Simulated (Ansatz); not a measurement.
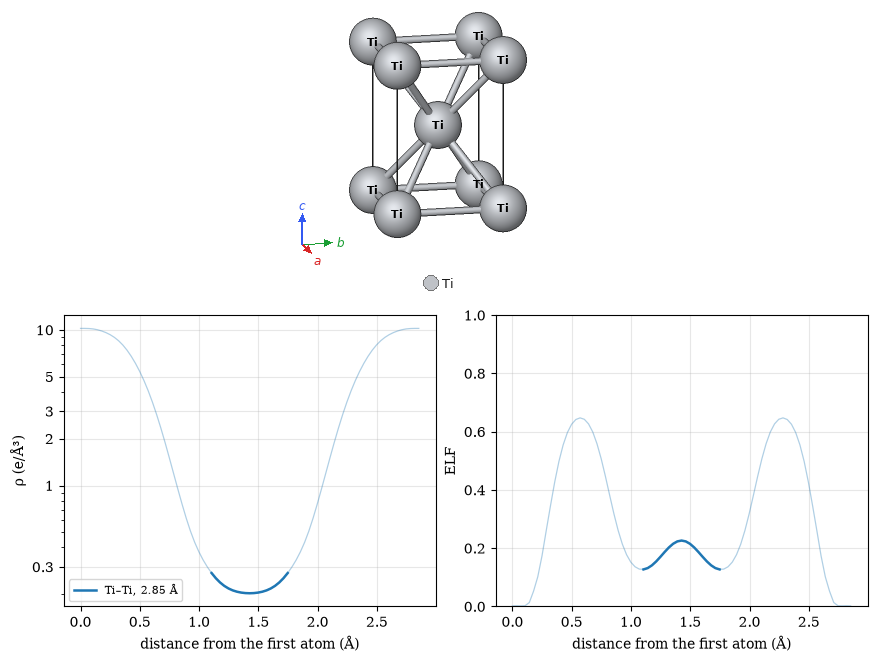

Figure. Ti. Valence charge density (pseudo) and ELF along straight lines between neighbouring atoms. Thin, pale parts lie inside the atomic spheres. The structure is drawn too.

Space group Immm; changed on purpose from its base cell (strain +0.0125 x Voigt [0, 0, 0, 0, 0, 1], atoms carried along); computed without spin polarisation.

Method: DFT PBEsol, scalar-relativistic, plane waves, PAW (Ansatz 0.2.0).

The density is the valence pseudo-density of a PAW calculation; it isn't the true density close to the nuclei.

Q: What can be read from the curves?

A: Ti–Ti (2.85 Å): the density is about 0.2 e/Å³ at the midpoint; the ELF is about 0.25 at the midpoint; no shared electron pair shows on this line.
